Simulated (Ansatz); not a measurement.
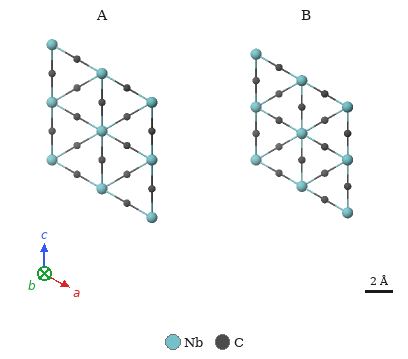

Two geometries of crystalline NbC₄ (a generated structure, set up in Im-3m) (coarse preliminary run), drawn at one scale. One is the start of a relaxation, the other its converged end. The picture is a ball-and-stick view of the cell of the calculation, repeated 2 × 1 × 2 with one cell outlined, seen along the b axis.

These are results of Ansatz 0.2.0, DFT PBE, scalar-relativistic, plane waves, PAW, not measurements. Set-up: plane-wave cutoff 420 eV; k-point mesh 4 × 4 × 4; occupations gaussian; smearing width 0.1 eV; no spin polarisation; cell and atoms relaxed; force threshold 0.04 eV/Å; at most 70 steps.

Q: Which of the two is the end point?

A: Structure B is the relaxed one. The atoms keep their places relative to the cell (all moves are under 0.005 Å). The drawn cell changes as follows: a = b = c 4.650 → 4.266 Å (−8.3 %); the volume changes by −22.8 %. Some distances before and after: C–Nb 2.325 → 2.133 Å. The space group stays Im-3m (No. 229). The energy falls by 356 meV per atom in 4 accepted moves (5 points after the start). All forces vanish by symmetry, so only the cell relaxes. Pressure: −25.83 GPa at the start and −0.24 GPa at the end. The SCF was repeated once at an unchanged geometry on a basis and grid sized afresh for the cell, which shifted the energy by 1.9 meV per atom at most.
